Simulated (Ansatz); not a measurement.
**Geometry relaxation, with input and output: AlGa$_{3}$N$_{4}$ (part 1 of 2)**

System: AlGa$_{3}$N$_{4}$ (P-43m, 8 atoms in the cell).
Method: DFT r2SCAN, scalar-relativistic, plane waves, PAW, no spin polarisation (Ansatz 0.2.0).

The structure derives from a Materials Project entry. Figures and captions count atoms from 1; the log counts them from 0 in places.

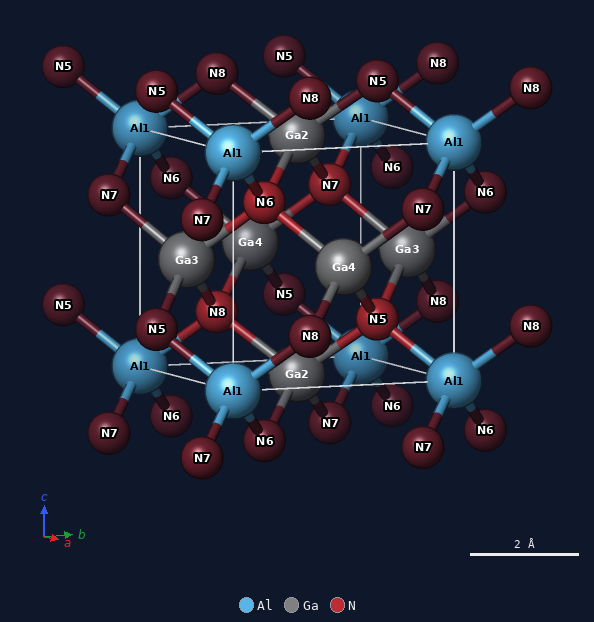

Figure 1. The starting structure (ball-and-stick view of the cell of the calculation, seen slightly off an axis; neighbours outside the cell are drawn fainter; atoms are numbered from 1 in the order of the input).

Input
```yaml
crystal:
  lattice:
    - [4.47168536, 0.0, 0.0]
    - [0.0, 4.47168536, 0.0]
    - [0.0, 0.0, 4.47168536]
  atoms:
    - { symbol: Al, position: [0.0, 0.0, 0.0] }
    - { symbol: Ga, position: [0.5, 0.5, 0.0] }
    - { symbol: Ga, position: [0.5, 0.0, 0.5] }
    - { symbol: Ga, position: [0.0, 0.5, 0.5] }
    - { symbol: "N", position: [0.75571442, 0.75571442, 0.24428558] }
    - { symbol: "N", position: [0.75571442, 0.24428558, 0.75571442] }
    - { symbol: "N", position: [0.24428558, 0.75571442, 0.75571442] }
    - { symbol: "N", position: [0.24428558, 0.24428558, 0.24428558] }
basis:
  ecutwfc: 500
kpoints:
  mp_grid: { grid: [6, 6, 6] }
hamiltonian:
  xc: r2scan
scf:
  occupations: { method: gaussian, width: 0.02 }
output:
  forces: true
  stress: true
  eigenvalues: true
  write_density: true
  write_potential: true
  elf: true
  volumetric_format: npy
relax:
  adjacent_minimum: "off"
  f_tol: 0.005
  max_steps: 80
  cell: { stress_tol: 0.05 }
```

Launched with:
```bash
ansatz run input.yaml --threads 2 --pin off --max-ram 5120MiB --backend cpu --events-out ev --progress --plain --runs-dir out
```

The program's output
```
Engine: ansatz 0.2.0, x86_64-unknown-linux-gnu
Pseudopotentials: kind: paw
Pseudopotential: Al, paw, valence charge 3, recommended cutoff 500 eV (meta_gga), Al.paw.azcp
Pseudopotential: Ga, paw, valence charge 13, recommended cutoff 500 eV (meta_gga), Ga.paw.azcp
Pseudopotential: N, paw, valence charge 5, recommended cutoff 500 eV (meta_gga), N.paw.azcp
Functional definition: r2SCAN
  parameter k0 = 0.174
  parameter k1 = 0.065
  parameter a1 = 4.9479
  exchange = r2scan_x(k0 = k0, k1 = k1, a1 = a1)
  correlation = r2scan_c
Crystal: 8 atoms, lattice volume = 89.416 Å³
Basis set: ecut = 500 eV, 2301 PW (Γ), exchange–correlation on 144×144×144 points (64 copies of the dense FFT grid, shifted against one another)
Bands: 39, of which v1, the nominal top of the filled ones, is band 31 counted from 1 (30 counted from 0)
Symmetry: 24 space group operations
Space group: P-43m (ITA 215), of the structure as read, at distance tolerance 4.5e-5 Å
k-points: 20 of 216 (time reversal used)
Non-local potential: Al, projectors of the file, l = 0: 2, l = 1: 2, l = 2: 1
Non-local potential: Ga, projectors of the file, l = 0: 2, l = 1: 2, l = 2: 3, l = 3: 1
Non-local potential: N, projectors of the file, l = 0: 2, l = 1: 2, l = 2: 1
PAW form: soft (Blöchl's): semilocal exchange-correlation on the pseudo side does not see the compensation charge
PAW frozen core: Al, regenerated for the run's functional (the file was generated under x = pbe(κ = 0.804, μ = 0.2195149727645171), c = pbe(β = 0.06672455060314922))
PAW frozen core: Ga, regenerated for the run's functional (the file was generated under x = pbe(κ = 0.804, μ = 0.2195149727645171), c = pbe(β = 0.06672455060314922))
PAW frozen core: N, regenerated for the run's functional (the file was generated under x = pbe(κ = 0.804, μ = 0.2195149727645171), c = pbe(β = 0.06672455060314922))
PAW one-centre angular grid: Al, 302 points (default); XC on 160 Gauss nodes
PAW one-centre angular grid: Ga, 590 points (default); XC on 160 Gauss nodes
PAW one-centre angular grid: N, 302 points (default); XC on 160 Gauss nodes
Initial density: superposition of atomic densities (neutral atoms: chi_scale 0, normalization atom), corrected by the library's trained network
Initial wavefunctions: pseudopotential atomic-orbital guess
Functional: x = r2scan, c = r2scan; τ floored in thin density (d = 2e-4 eV/Å³)
SCF iter   1: F=—  HF=-13457.387406 eV  |F-HF|=—  |Δ(HF+E_count)|=         —  Δρ=1.11e-2  dr2=5.19e-2  dr2_τ=4.33e-1  ethr=1.77e-3  ⟨swp⟩=6.5  Hψ=3128  notcnv=0  defer=1
preconditioner: auto → Resta (q_TF=auto, 2.567 Å⁻¹)  ε∞=4.2  [insulator: Δε(μ)=2.742 eV  Ē_g=17.245 eV  σ=0.020 eV  W_gap=1.00  n_scr=26 (ndim 8)  ℏωp=30.9 eV  f_vac=0.000  D(μ)=0.00/eV (n_scr^D=0)  ε∞_Penn≈4.2]
SCF iter   2: F=—  HF=-13457.551037 eV  |F-HF|=—  |Δ(HF+E_count)|=   1.64e-1  Δρ=5.53e-3  dr2=1.91e-2  dr2_τ=4.64e-4  ethr=8.37e-5  ⟨swp⟩=3.0  Hψ=1747  notcnv=0  defer=66
SCF iter   3: F=—  HF=-13457.549436 eV  |F-HF|=—  |Δ(HF+E_count)|=   1.60e-3  Δρ=3.39e-3  dr2=4.88e-3  dr2_τ=2.14e-4  ethr=3.08e-5  ⟨swp⟩=3.0  Hψ=1371  notcnv=0  defer=66
SCF iter   4: F=—  HF=-13457.549231 eV  |F-HF|=—  |Δ(HF+E_count)|=   2.05e-4  Δρ=3.11e-4  dr2=6.49e-5  dr2_τ=2.91e-5  ethr=7.88e-6  ⟨swp⟩=2.7  Hψ=1298  notcnv=0  defer=66
SCF iter   5: F=—  HF=-13457.549259 eV  |F-HF|=—  |Δ(HF+E_count)|=   2.83e-5  Δρ=1.43e-4  dr2=1.01e-5  dr2_τ=1.17e-6  ethr=1.05e-7  ⟨swp⟩=2.0  Hψ=1275  notcnv=0  defer=66
SCF iter   6: F=—  HF=-13457.549266 eV  |F-HF|=—  |Δ(HF+E_count)|=   6.60e-6  Δρ=3.96e-5  dr2=1.64e-6  dr2_τ=7.75e-8  ethr=1.63e-8  ⟨swp⟩=2.9  Hψ=1296  notcnv=0  defer=66
SCF iter   7: F=—  HF=-13457.549266 eV  |F-HF|=—  |Δ(HF+E_count)|=   2.03e-7  Δρ=1.18e-5  dr2=1.23e-7  dr2_τ=9.54e-9  ethr=2.65e-9  ⟨swp⟩=2.2  Hψ=1271  notcnv=0  defer=66
SCF iter   8: F=-13457.549266 eV  HF=-13457.549266 eV  |F-HF|=3.58e-9  |Δ(HF+E_count)|=   1.28e-8  Δρ=3.50e-6  dr2=1.08e-8  dr2_τ=1.26e-10  ethr=1.61e-10  ⟨swp⟩=12.8  Hψ=4781  notcnv=0
SCF 1 converged in 8 iterations: F = -13457.549266 eV  dr2 = 1.08e-8
  greatest PAW one-centre occupation: 0.995 electrons in one spin orbital (limit 2), on the Ga atom at site 2 (counted from 0), in its partial waves of l = 2
relax step   1: F+E_penalty+E_count = -13457.54926557 eV  Δ(F+E_penalty+E_count) = +0.000e0 eV  max|allowed force component| = 4.305e-2 eV/Å  Δτ_max = 0.0000 Å  P = -0.838 GPa  Ω = 89.416 Å³  (8 SCF iters, dr2 threshold 1.00e-7 eV, accepted)
Crystal: 8 atoms, lattice volume = 89.182 Å³
Initial density: handed on by an earlier stage of this run
Initial wavefunctions: those handed on with the density
iter 1 solved again at ethr=3.93e-7 eV; its pass at ethr=3.10e-3 eV (dr2=2.44e-4 eV) is discarded
SCF iter   1: F=—  HF=-13457.550429 eV  |F-HF|=—  |Δ(HF+E_count)|=         —  Δρ=4.82e-4  dr2=2.46e-4  dr2_τ=4.26e-4  ethr=3.93e-7  ⟨swp⟩=2.8  Hψ=3457  notcnv=0
preconditioner: auto → Resta (q_TF=auto, 2.568 Å⁻¹)  ε∞=4.3  [insulator: Δε(μ)=2.807 eV  Ē_g=17.150 eV  σ=0.020 eV  W_gap=1.00  n_scr=26 (ndim 8)  ℏωp=31.0 eV  f_vac=0.000  D(μ)=0.00/eV (n_scr^D=0)  ε∞_Penn≈4.3]
SCF iter   2: F=—  HF=-13457.550596 eV  |F-HF|=—  |Δ(HF+E_count)|=   1.67e-4  Δρ=1.83e-4  dr2=4.15e-5  dr2_τ=2.60e-6  ethr=3.93e-7  ⟨swp⟩=2.0  Hψ=1396  notcnv=0
SCF iter   3: F=—  HF=-13457.550591 eV  |F-HF|=—  |Δ(HF+E_count)|=   4.52e-6  Δρ=7.29e-5  dr2=3.45e-6  dr2_τ=2.23e-7  ethr=6.70e-8  ⟨swp⟩=2.0  Hψ=1020  notcnv=0
SCF iter   4: F=-13457.550591 eV  HF=-13457.550591 eV  |F-HF|=6.00e-7  |Δ(HF+E_count)|=   7.29e-9  Δρ=2.84e-5  dr2=7.75e-7  dr2_τ=5.83e-8  ethr=1.29e-9  ⟨swp⟩=10.2  Hψ=6495  notcnv=0
SCF 2 converged in 4 iterations: F = -13457.550591 eV  dr2 = 7.75e-7
relax step   2: F+E_penalty+E_count = -13457.55059077 eV  Δ(F+E_penalty+E_count) = -1.325e-3 eV  max|allowed force component| = 1.768e-2 eV/Å  Δτ_max = 0.0017 Å  P = -0.319 GPa  Ω = 89.182 Å³  energy of the carried Pulay correction = +1.252e-4 eV  (4 SCF iters, dr2 threshold 8.00e-7 eV, accepted)
Crystal: 8 atoms, lattice volume = 89.036 Å³
iter 1 solved again at ethr=1.84e-7 eV; its pass at ethr=3.10e-3 eV (dr2=1.14e-4 eV) is discarded
SCF iter   1: F=—  HF=-13457.550818 eV  |F-HF|=—  |Δ(HF+E_count)|=         —  Δρ=3.22e-4  dr2=1.15e-4  dr2_τ=1.83e-4  ethr=1.84e-7  ⟨swp⟩=2.5  Hψ=3365  notcnv=0
preconditioner: auto → Resta (q_TF=auto, 2.569 Å⁻¹)  ε∞=4.3  [insulator: Δε(μ)=2.818 eV  Ē_g=17.162 eV  σ=0.020 eV  W_gap=1.00  n_scr=26 (ndim 8)  ℏωp=31.0 eV  f_vac=0.000  D(μ)=0.00/eV (n_scr^D=0)  ε∞_Penn≈4.3]
SCF iter   2: F=—  HF=-13457.550883 eV  |F-HF|=—  |Δ(HF+E_count)|=   6.49e-5  Δρ=1.26e-4  dr2=2.00e-5  dr2_τ=1.25e-6  ethr=1.84e-7  ⟨swp⟩=2.1  Hψ=1132  notcnv=0
SCF iter   3: F=—  HF=-13457.550881 eV  |F-HF|=—  |Δ(HF+E_count)|=   1.89e-6  Δρ=4.82e-5  dr2=1.52e-6  dr2_τ=7.60e-8  ethr=3.22e-8  ⟨swp⟩=2.0  Hψ=1020  notcnv=0
SCF iter   4: F=—  HF=-13457.550881 eV  |F-HF|=—  |Δ(HF+E_count)|=   2.91e-7  Δρ=2.16e-5  dr2=5.06e-7  dr2_τ=4.62e-8  ethr=4.10e-10  ⟨swp⟩=10.2  Hψ=6434  notcnv=0
SCF iter   5: F=-13457.550881 eV  HF=-13457.550881 eV  |F-HF|=2.09e-8  |Δ(HF+E_count)|=   1.91e-7  Δρ=4.99e-6  dr2=2.36e-8  dr2_τ=9.48e-10  ethr=4.10e-10  ⟨swp⟩=8.7  Hψ=5264  notcnv=0
SCF 3 converged in 5 iterations: F = -13457.550881 eV  dr2 = 2.36e-8
  Residual-converged pass: ⟨swp⟩=1.0  Hψ=860  notcnv=0  max |occ|·‖R‖ = 7.0e-9 eV (tolerance 1.0e-8 eV)  dr2=2.36e-8  dr2_τ=9.48e-10  dr2_onsite=1.98e-8  max |Δocc| = 0.0e0
  greatest PAW one-centre occupation: 0.995 electrons in one spin orbital (limit 2), on the Ga atom at site 3 (counted from 0), in its partial waves of l = 2
relax step   3: F+E_penalty+E_count = -13457.55088095 eV  Δ(F+E_penalty+E_count) = -2.902e-4 eV  max|allowed force component| = 5.296e-4 eV/Å  Δτ_max = 0.0011 Å  P = +0.009 GPa  Ω = 89.036 Å³  energy of the carried Pulay correction = +2.032e-4 eV  (5 SCF iters, dr2 threshold 2.54e-7 eV, accepted)
Initial wavefunctions: pseudopotential atomic-orbital guess (no wavefunctions were taken with the density)
iter 1 solved again at ethr=2.87e-8 eV; its pass at ethr=3.10e-3 eV (dr2=1.78e-5 eV) is discarded
SCF iter   1: F=—  HF=-13457.550735 eV  |F-HF|=—  |Δ(HF+E_count)|=         —  Δρ=7.11e-6  dr2=2.42e-8  dr2_τ=1.10e-8  ethr=2.87e-8  ⟨swp⟩=3.1  Hψ=5369  notcnv=0
preconditioner: auto → Resta (q_TF=auto, 2.569 Å⁻¹)  ε∞=4.3  [insulator: Δε(μ)=2.817 eV  Ē_g=17.160 eV  σ=0.020 eV  W_gap=1.00  n_scr=26 (ndim 8)  ℏωp=31.0 eV  f_vac=0.000  D(μ)=0.00/eV (n_scr^D=0)  ε∞_Penn≈4.3]
SCF iter   2: F=—  HF=-13457.550732 eV  |F-HF|=—  |Δ(HF+E_count)|=   3.09e-6  Δρ=5.72e-6  dr2=1.39e-8  dr2_τ=1.24e-9  ethr=3.90e-11  ⟨swp⟩=2.0  Hψ=1400  notcnv=0
SCF iter   3: F=—  HF=-13457.550732 eV  |F-HF|=—  |Δ(HF+E_count)|=   4.07e-9  Δρ=2.40e-6  dr2=2.57e-9  dr2_τ=2.81e-10  ethr=2.24e-11  ⟨swp⟩=2.3  Hψ=1421  notcnv=0
SCF iter   4: F=—  HF=-13457.550732 eV  |F-HF|=—  |Δ(HF+E_count)|=  8.39e-10  Δρ=4.69e-7  dr2=1.88e-10  dr2_τ=4.82e-11  ethr=4.15e-12  ⟨swp⟩=2.5  Hψ=1409  notcnv=0
SCF iter   5: F=-13457.550732 eV  HF=-13457.550732 eV  |F-HF|=7.28e-12  |Δ(HF+E_count)|=  2.36e-11  Δρ=1.72e-7  dr2=2.74e-11  dr2_τ=9.27e-13  ethr=1.00e-12  ⟨swp⟩=5.5  Hψ=3372  notcnv=0
SCF 4 converged in 5 iterations: F = -13457.550732 eV  dr2 = 2.74e-11
relax step   4: F+E_penalty+E_count = -13457.55073222 eV  Δ(F+E_penalty+E_count) = +1.487e-4 eV  max|allowed force component| = 5.201e-4 eV/Å  Δτ_max = 0.0000 Å  P = +0.008 GPa  Ω = 89.036 Å³  stress off target by 8.25e-3 GPa  SCF on the basis re-selected at this cell (its energy is not comparable with the rows above)  (5 SCF iters)
```

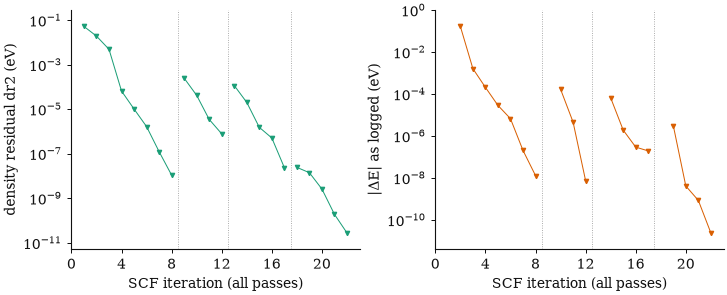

Figure 2. Convergence of the self-consistent field: density residual dr2 and size of the energy change against the SCF iteration. The dotted lines part the SCF passes of the relaxation: geometry steps, rejected trials and re-solves on a re-selected basis. The passes take 8, 4, 5 and 5 iterations.

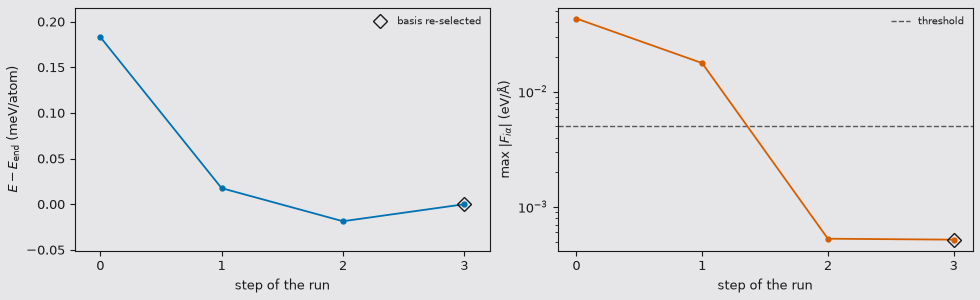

Figure 3. Progress of the relaxation, step by step (the first geometry is step 0 here and step 1 in the log). The atoms keep their places relative to the cell (all moves are under 0.005 Å). Cell: a = b = c 4.472 → 4.465 Å (−0.1 %). Volume −0.4 %. The space group stays P-43m (No. 215). Over 2 geometry steps the energy falls by 0.2 meV per atom. Largest force component: 0.043 eV/Å at the start, 0.00052 eV/Å at the end. The pressure goes from −0.84 to 0.01 GPa. A last SCF at the same geometry on a re-selected plane-wave basis shifts the energy by +0.0 meV per atom.

```
basis re-selected at this cell: Δ(F+E_penalty+E_count) = +1.487e-4 eV, ΔP = -0.001 GPa vs the last step (what re-selecting the basis moved, of the pressure what is left beyond the Pulay correction that the steps carried, after the strain that the cell walked since its last selection, with what the two solves' SCF thresholds leave and, on support functions, any second-order correction that the steps lacked; it is no measure of the basis error at this ecutwfc). This SCF's stress stands 8.25e-3 GPa from its target on what of the cell is left free (relax.cell.stress_tol is 5.00e-2 GPa) and its largest allowed force component is 5.20e-4 eV/Å (relax.f_tol is 5.00e-3 eV/Å): within both
SCF converged after 5 iterations
Free energy (F): -13457.550732 eV
Harris-Foulkes:  -13457.550732 eV  (|F-HF|=7.28e-12)
Internal energy: -13457.550732 eV  (E = F + TS)
E sigma→0 (E₀):  -13457.550732 eV
Fermi energy:    10.193270 eV
--- Per-component energies (eV) ---
  E_band       = -45.950798
  E_kinetic    = 901.715097
  E_local      = -6515.422738  (includes V_loc(G=0)·N_el)
  E_nonlocal   = 1483.486391
  E_hartree    = 2992.242837
  E_xc         = -464.147955
  E_vxc        = -550.049087  (∫ρ·V_xc dr)
  E_paw        = -7014.166902  (= ΣΔE_a)
  E_vpaw       = -1380.115680  (= ΣTr[D̂ρ^β])
  E_aug_tail   = -0.000037  (compensation charges beyond the density's cutoff)
  E_vtau       = 29.949795  (kinetic-family band-sum trace: ∫τ·v_τ [+ j·A + Jᵃ·Aᵃ] dr)
  E_ewald      = -4839.119850
  E_core_change = -2.137576  (= ΣΔE_core)
  E_smearing   = -0.000000  (= −TS)
  E_closure    = 0.000000  (closes the sum)
  Σ components = -13457.550732   (vs F -13457.550732, Δ=0.00e0)
```
